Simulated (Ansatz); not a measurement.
Read the following structure.

```
CELL_PARAMETERS angstrom
4.39686 0.00000 0.00000
0.00000 4.39686 0.00000
0.00000 0.00000 4.39686
ATOMIC_POSITIONS crystal
Ge 0.00000 0.00000 0.00000
Ge 0.00000 0.50000 0.50000
Ge 0.50000 0.00000 0.50000
Ge 0.50000 0.50000 0.00000
```

### What would you see if this were drawn?

The element is germanium. It belongs to space group Fm-3m (No. 225) and has a face-centred cubic lattice. In terms of structure types, this is face-centred cubic (Cu type). The cell holds four atoms. The neighbours of Ge are twelve Ge in a cuboctahedral arrangement at 3.11 Å. The bonds build a three-dimensional framework.

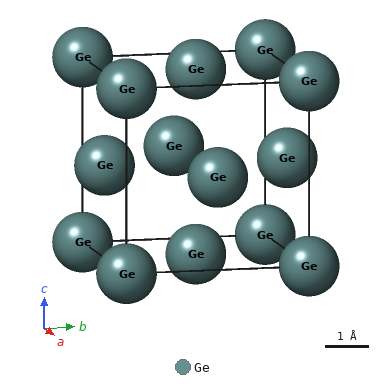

View slightly off an axis, drawn as a spheres-only model. The box is the conventional unit cell; atoms on or close to its faces, edges and corners are drawn wherever they repeat.

Provenance: a structure listed in the Materials Project. Earlier steps of the study may have refined or changed the cell and positions. A calculation with Ansatz used it as input.

At this level of theory the cell isn't at rest (stretched, at -7 GPa), so its distances can differ from those at equilibrium, the more so the softer the solid.
